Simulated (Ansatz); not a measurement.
# Ti: a changed input and its effect

System: Ti (Im-3m, 1 atom in the cell).
Method of run A: DFT PBE, scalar-relativistic, plane waves, PAW, spin-polarised (Ansatz 0.2.0).

The structure derives from an entry of the Crystallography Open Database. Text and figures count atoms from 1; the logs count them from 0 in places.

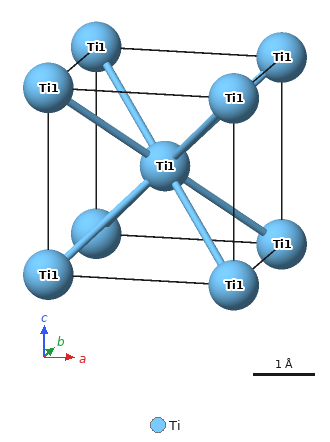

**Figure 1.** The structure (ball-and-stick view of the cell 2 times as large as that of the calculation, set on its symmetry axes, seen slightly off an axis; atoms are numbered from 1 in the order of the input).

Input file, run A:
```yaml
crystal:
  lattice:
    - [-1.5773836419, 1.5773836419, 1.5773836419]
    - [1.5773836419, -1.5773836419, 1.5773836419]
    - [1.5773836419, 1.5773836419, -1.5773836419]
  atoms:
    - { symbol: Ti, position: [0.0, 0.0, 0.0], spin: 0.8 }
basis:
  ecutwfc: 520.0
kpoints:
  mp_grid: { grid: [22, 22, 22] }
hamiltonian:
  xc: pbe
scf:
  occupations: { method: gaussian, width: 0.15 }
  lower_state_search: "off"
output:
  forces: true
  stress: true
  eigenvalues: true
  populations: true
magnetization:
  spin_polarized: true
  initial_magnetization: 0.8
  spin_locking: { lock_magnetization: hard }
```

Command:
```bash
ansatz run input.yaml --threads 1 --pin off --max-ram 2048MiB --backend cpu --events-out ev --progress --plain --runs-dir out
```

Hardware: 1 thread of AMD EPYC (Zen 4), 10 GiB of memory available, shared host.

Output, shortened to warnings, some set-up lines, iterations and results (run A):
```
Warning: output.stress: scf.convergence.dr2_threshold = 1e-7 eV (the SCF's general default) is looser than the 1e-10 eV advised for a printed stress (1e-10 eV for each atom of the cell: 1). What an SCF threshold leaves in a stress goes as its square root, and in the free energy as the threshold itself, and one threshold admits the most on a small cell: of the crystals measured, under no hybrid …
Basis set: ecut = 520 eV, 429 PW (Γ), exchange–correlation on 48×48×48 points (8 copies of the dense FFT grid, shifted against one another)
Symmetry: 48 space group operations
k-points: 328 of 10648
Initial density: superposition of atomic densities (chi_scale 0.1, normalization cell)
[...]
SCF iter   1: F=—  HF=-2499.567357 eV  |F-HF|=—  |Δ(HF+E_count)|=         —  Δρ=4.72e-2 (↑4.72e-2 ↓1.15e-2)  dr2=4.04e-1  dr2_m=8.36e-2  M=0.800 μB ∫|m|=0.800 μB  β_m=0.30  …
SCF iter   2: F=—  HF=-2499.464625 eV  |F-HF|=—  |Δ(HF+E_count)|=   1.03e-1  Δρ=2.19e-2 (↑2.19e-2 ↓1.30e-2)  dr2=3.94e-2  dr2_m=3.84e-2  M=0.800 μB ∫|m|=0.800 μB  β_m=0.39  …
SCF iter   3: F=—  HF=-2499.473408 eV  |F-HF|=—  |Δ(HF+E_count)|=   8.78e-3  Δρ=9.58e-3 (↑7.90e-3 ↓9.58e-3)  dr2=1.55e-3  dr2_m=1.02e-2  M=0.800 μB ∫|m|=0.800 μB  β_m=0.66  …
SCF iter   4: F=—  HF=-2499.481906 eV  |F-HF|=—  |Δ(HF+E_count)|=   8.50e-3  Δρ=7.24e-4 (↑7.24e-4 ↓4.98e-4)  dr2=2.70e-5  dr2_m=3.94e-5  M=0.800 μB ∫|m|=0.800 μB  β_m=0.79  …
SCF iter   5: F=—  HF=-2499.481963 eV  |F-HF|=—  |Δ(HF+E_count)|=   5.72e-5  Δρ=1.62e-4 (↑1.22e-4 ↓1.62e-4)  dr2=2.97e-6  dr2_m=2.27e-6  M=0.800 μB ∫|m|=0.800 μB  β_m=0.89  …
SCF iter   6: F=—  HF=-2499.481969 eV  |F-HF|=—  |Δ(HF+E_count)|=   6.05e-6  Δρ=3.80e-5 (↑2.85e-5 ↓3.80e-5)  dr2=1.01e-7  dr2_m=1.34e-7  M=0.800 μB ∫|m|=0.800 μB  β_m=0.95  …
SCF iter   7: F=-2499.481969 eV  HF=-2499.481969 eV  |F-HF|=5.34e-9  |Δ(HF+E_count)|=   4.38e-7  Δρ=8.85e-6 (↑8.85e-6 ↓5.68e-6)  dr2=7.51e-9  dr2_m=5.99e-9  M=0.800 μB …
SCF iter   8: F=-2499.481969 eV  HF=-2499.481969 eV  |F-HF|=1.78e-10  |Δ(HF+E_count)|=   1.60e-8  Δρ=9.50e-7 (↑9.50e-7 ↓7.45e-7)  dr2=1.26e-11  dr2_m=1.02e-10  M=0.800 μB …
SCF 1 converged in 8 iterations: F = -2499.481969 eV  dr2 = 1.26e-11
SCF converged after 8 iterations
Stability checked in part: among states of this total moment the steps that led to this state did not find it unstable. No probe was made; neither looks for a lower state of another moment (fixed_total_moment; see scf.lower_state_search)
Magnetization: 0.8000 μB (6.4000 up, 5.6000 down)
Absolute magnetization: 0.8000 μB (∫|ρ↑−ρ↓|, with the PAW one-centre terms)
Spin contamination: 0.0008 ħ² per cell (⟨S²⟩ above its minimum at these occupations)
Per-site moments (μB) at R_I (Å): [(0.5729081855791611, 1.1269948019545182)]
Free energy (F): -2499.481969 eV
Harris-Foulkes:  -2499.481969 eV  (|F-HF|=1.78e-10)
Internal energy: -2499.458689 eV  (E = F + TS)
E sigma→0 (E₀):  -2499.470329 eV
Entropy (-TS):   -0.023281 eV (-23.281 meV/atom)
Fermi energy:    14.777982 (↑ 14.856243, ↓ 14.699721) eV
--- Per-component energies (eV) ---
  E_band       = -135.433019
  E_kinetic    = 275.679524
  E_local      = -757.816094  (includes V_loc(G=0)·N_el)
  E_nonlocal   = 8.789075
  E_hartree    = 316.611378
  E_xc         = -98.394736
  E_vxc        = -123.203951  (∫ρ·V_xc dr)
  E_paw        = -1048.339727  (= ΣΔE_a)
  E_vpaw       = -172.104262  (= ΣTr[D̂ρ^β])
  E_aug_tail   = 0.000061  (compensation charges beyond the density's cutoff)
  E_ewald      = -1195.988169
  E_smearing   = -0.023281  (= −TS)
  E_closure    = 0.000000  (closes the sum)
  Σ components = -2499.481969   (vs F -2499.481969, Δ=0.00e0)
--- Forces (eV/Å), atoms counted from 1 ---
  atom   1  Ti    -0.00000000     0.00000000    -0.00000000
  max |Σ_I F_I| component: 6.78e-32 eV/Å
--- Stress (GPa, compression-positive) ---
       13.834096      -0.000000       0.000000
       -0.000000      13.834096       0.000000
       -0.000000      -0.000000      13.834096
  P = ⅓ Tr σ = 13.8341 GPa (138.341 kbar)
--- Löwdin populations: 1 site ---
  site symbol       q [e]    m [muB]
     0     Ti     11.8867     0.7539
  spilling = 0.009441 (of n_electrons = 12.000000)
```

The input of run B differs as follows (lines with − go, lines with + come):
```diff
-    - { symbol: Ti, position: [0.0, 0.0, 0.0], spin: 0.8 }
+    - { symbol: Ti, position: [0.0, 0.0, 0.0], spin: 0.9 }
-  initial_magnetization: 0.8
+  initial_magnetization: 0.9
```

What does this change do to the results?

The total moment is fixed by the input in run A and run B, so the state need not be the lowest. With the same functional and potentials, run B lies 8.3 meV per atom higher. The net moment of the cell goes from 0.80 to 0.90 μB. The pressure goes from 13.83 to 14.34 GPa. The number of SCF iterations is the same.

Output, shortened to warnings, some set-up lines, iterations and results (run B):
```
Warning: output.stress: scf.convergence.dr2_threshold = 1e-7 eV (the SCF's general default) is looser than the 1e-10 eV advised for a printed stress (1e-10 eV for each atom of the cell: 1). What an SCF threshold leaves in a stress goes as its square root, and in the free energy as the threshold itself, and one threshold admits the most on a small cell: of the crystals measured, under no hybrid …
Basis set: ecut = 520 eV, 429 PW (Γ), exchange–correlation on 48×48×48 points (8 copies of the dense FFT grid, shifted against one another)
Symmetry: 48 space group operations
k-points: 328 of 10648
Initial density: superposition of atomic densities (chi_scale 0.1, normalization cell)
[...]
SCF iter   1: F=—  HF=-2499.543479 eV  |F-HF|=—  |Δ(HF+E_count)|=         —  Δρ=4.98e-2 (↑4.98e-2 ↓1.25e-2)  dr2=3.96e-1  dr2_m=1.06e-1  M=0.900 μB ∫|m|=0.900 μB  β_m=0.30  …
SCF iter   2: F=—  HF=-2499.449355 eV  |F-HF|=—  |Δ(HF+E_count)|=   9.41e-2  Δρ=2.39e-2 (↑2.39e-2 ↓1.48e-2)  dr2=3.95e-2  dr2_m=4.85e-2  M=0.900 μB ∫|m|=0.900 μB  β_m=0.40  …
SCF iter   3: F=—  HF=-2499.463540 eV  |F-HF|=—  |Δ(HF+E_count)|=   1.42e-2  Δρ=1.02e-2 (↑8.70e-3 ↓1.02e-2)  dr2=1.44e-3  dr2_m=1.22e-2  M=0.900 μB ∫|m|=0.900 μB  β_m=0.65  …
SCF iter   4: F=—  HF=-2499.473548 eV  |F-HF|=—  |Δ(HF+E_count)|=   1.00e-2  Δρ=7.31e-4 (↑7.31e-4 ↓5.55e-4)  dr2=2.68e-5  dr2_m=4.36e-5  M=0.900 μB ∫|m|=0.900 μB  β_m=0.79  …
SCF iter   5: F=—  HF=-2499.473621 eV  |F-HF|=—  |Δ(HF+E_count)|=   7.24e-5  Δρ=1.71e-4 (↑1.36e-4 ↓1.71e-4)  dr2=2.67e-6  dr2_m=2.80e-6  M=0.900 μB ∫|m|=0.900 μB  β_m=0.89  …
SCF iter   6: F=—  HF=-2499.473629 eV  |F-HF|=—  |Δ(HF+E_count)|=   7.99e-6  Δρ=4.21e-5 (↑3.06e-5 ↓4.21e-5)  dr2=1.13e-7  dr2_m=1.65e-7  M=0.900 μB ∫|m|=0.900 μB  β_m=0.95  …
SCF iter   7: F=-2499.473629 eV  HF=-2499.473629 eV  |F-HF|=3.31e-9  |Δ(HF+E_count)|=   5.41e-7  Δρ=9.70e-6 (↑9.70e-6 ↓5.69e-6)  dr2=1.05e-8  dr2_m=6.35e-9  M=0.900 μB …
SCF iter   8: F=-2499.473629 eV  HF=-2499.473629 eV  |F-HF|=1.76e-10  |Δ(HF+E_count)|=   1.58e-8  Δρ=9.27e-7 (↑9.27e-7 ↓7.46e-7)  dr2=8.17e-12  dr2_m=1.00e-10  M=0.900 μB …
SCF 1 converged in 8 iterations: F = -2499.473629 eV  dr2 = 8.17e-12
SCF converged after 8 iterations
Stability checked in part: among states of this total moment the steps that led to this state did not find it unstable. No probe was made; neither looks for a lower state of another moment (fixed_total_moment; see scf.lower_state_search)
Magnetization: 0.9000 μB (6.4500 up, 5.5500 down)
Absolute magnetization: 0.9000 μB (∫|ρ↑−ρ↓|, with the PAW one-centre terms)
Spin contamination: 0.0010 ħ² per cell (⟨S²⟩ above its minimum at these occupations)
Per-site moments (μB) at R_I (Å): [(0.6456419775567879, 1.1269948019545182)]
Free energy (F): -2499.473629 eV
Harris-Foulkes:  -2499.473629 eV  (|F-HF|=1.76e-10)
Internal energy: -2499.451291 eV  (E = F + TS)
E sigma→0 (E₀):  -2499.462460 eV
Entropy (-TS):   -0.022338 eV (-22.338 meV/atom)
Fermi energy:    14.784210 (↑ 14.873096, ↓ 14.695324) eV
--- Per-component energies (eV) ---
  E_band       = -135.411854
  E_kinetic    = 275.715397
  E_local      = -757.846699  (includes V_loc(G=0)·N_el)
  E_nonlocal   = 8.805681
  E_hartree    = 316.635843
  E_xc         = -98.417738
  E_vxc        = -123.235097  (∫ρ·V_xc dr)
  E_paw        = -1048.355667  (= ΣΔE_a)
  E_vpaw       = -172.122779  (= ΣTr[D̂ρ^β])
  E_aug_tail   = 0.000061  (compensation charges beyond the density's cutoff)
  E_ewald      = -1195.988169
  E_smearing   = -0.022338  (= −TS)
  E_closure    = 0.000000  (closes the sum)
  Σ components = -2499.473629   (vs F -2499.473629, Δ=0.00e0)
--- Forces (eV/Å), atoms counted from 1 ---
  atom   1  Ti    -0.00000000    -0.00000000     0.00000000
  max |Σ_I F_I| component: 5.14e-32 eV/Å
--- Stress (GPa, compression-positive) ---
       14.335076       0.000000       0.000000
        0.000000      14.335076      -0.000000
       -0.000000       0.000000      14.335076
  P = ⅓ Tr σ = 14.3351 GPa (143.351 kbar)
--- Löwdin populations: 1 site ---
  site symbol       q [e]    m [muB]
     0     Ti     11.8851     0.8487
  spilling = 0.009576 (of n_electrons = 12.000000)
```

The two runs side by side:

```tsv
quantity	run A	run B
outcome	converged	converged
free energy per atom (eV)	−2499.4820	−2499.4736
energy per atom, smearing taken to zero (eV)	−2499.4703	−2499.4625
gap on the mesh (eV)	0.00	0.00
net moment of the cell (μB)	0.80	0.90
absolute moment of the cell (μB)	0.80	0.90
pressure (GPa)	13.83	14.34
largest force (eV/Å)	0.000	0.000
SCF iterations	8	8
irreducible k-points	328	328
plane waves at Γ	429	429
wall time (shared host)	6.7 s	6.7 s
```

For both runs: Warnings: the SCF threshold is looser than advised for the printed stress. For run A: The cell is under a pressure of 13.8 GPa at this level, so it is not at its equilibrium volume. For run B: The cell is under a pressure of 14.3 GPa at this level, so it is not at its equilibrium volume.
